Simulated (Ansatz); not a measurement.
CoO

Input

```
crystal:
  lattice:
    - [-0.83588, 1.5075, -2.45466]
    - [-2.59, -1.5075, 0.0]
    - [-4.34412, 1.5075, 2.45466]
  atoms:
    - { symbol: Co, position: [0.0, 0.0, 0.0], spin: 3.0 }
    - { symbol: Co, position: [0.5, 0.0, 0.5], spin: -3.0 }
    - { symbol: O, position: [0.0, 0.5, 0.5] }
    - { symbol: O, position: [0.5, 0.5, 0.0] }
magnetization:
  spin_polarized: true
hamiltonian:
  xc: pbe
  pseudopotentials: { kind: paw }
basis:
  ecutwfc: 420
kpoints:
  mp_grid: { grid: [7, 9, 5] }
scf:
  occupations: { method: gaussian, width: 0.1 }
  lower_state_search: "off"
output:
  forces: true
  stress: true
  write_density: true
  write_potential: true
  elf: true
  volumetric_format: npy
```

Run with:

```sh
ansatz run input.yaml --threads 2 --pin off --max-ram 5120MiB --backend cpu --events-out ev --progress --plain --runs-dir out
```

Below, planes, directions and counts refer to the cell of the magnetic structure (a = 4.21 Å, b = 4.27 Å, c = 4.27 Å, α = 90.04°, β = 89.95°, γ = 90.05°).

Space group I4/mmm; computed pressure about −2 GPa in this cell; spin-polarised.

These are results of DFT, PBE, PAW, plane waves, scalar-relativistic in Ansatz 0.2.0, not measurements.

Core electrons are frozen (PAW), and the valence fields are smoothed inside the atomic spheres.

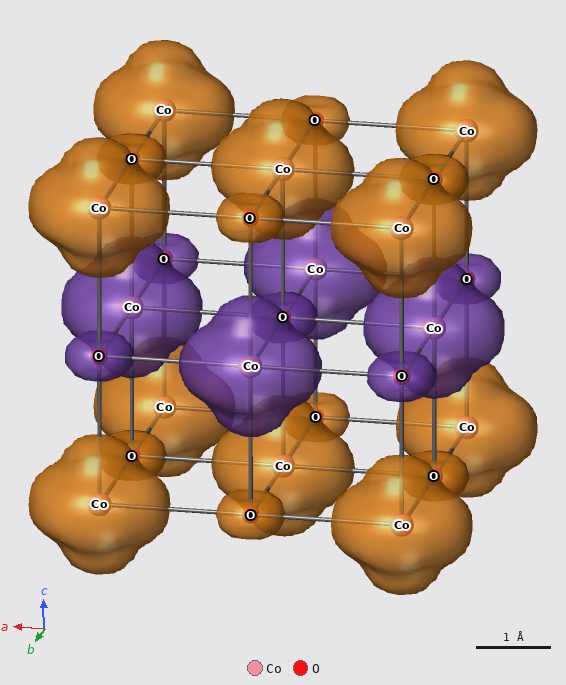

Figure 1. Isosurfaces of the magnetisation density (up minus down) at +0.1 (orange) and −0.1 e/Å³ (purple), seen at an oblique angle. Sticks mark near contacts.

Q: Where is the spin, and how is it ordered?

A: The spin density sits on Co: +2.2 μB (×2) and −2.2 μB (×2) in one cell of 8 atoms, with smaller moments on O (±0.11 μB): antiferromagnetic in this solution, which needn't be the ground state, with some nearest magnetic neighbours parallel and some opposed. The cell of the calculation (4 atoms) carries 0.0 μB of net spin moment.

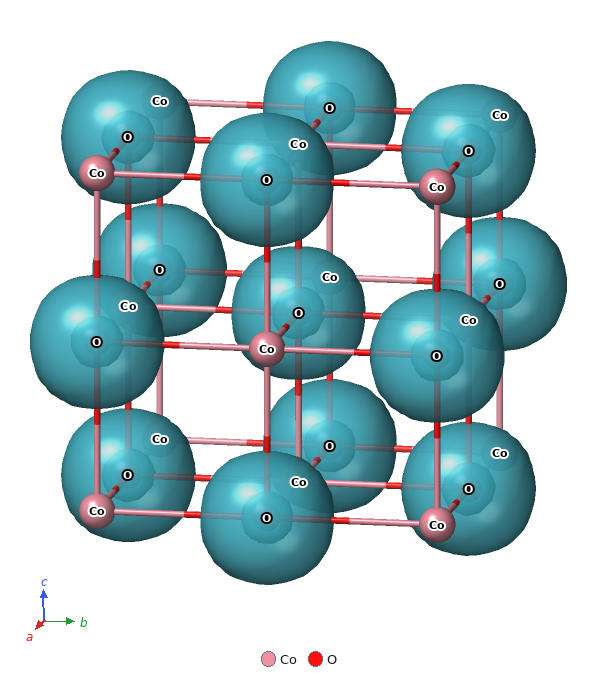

Figure 2. Isosurface of the electron localisation function at 0.65 (cyan), seen slightly off an axis. Only the valence region is drawn (cores and ρ < 0.01 e/Å³ removed). Sticks mark near contacts.

Q: What do the ELF domains correspond to?

A: At this value the surface marks out four regions wrapped around O (the valence shell of each), counted in one cell of 8 atoms. Any copies at cell faces, edges or corners count once.


Co–O (2.11 Å): the ELF peaks at about 0.80 in the valence shell of O, 0.6 Å from its nucleus, and is about 0.15 at the midpoint; no shared electron pair shows on this line.

Q: Metal or insulator at this level of theory?

A: It is metallic or semimetallic at this level of theory: no gap opens; semilocal functionals without U, or without the true magnetic order, often close the gap of such compounds.
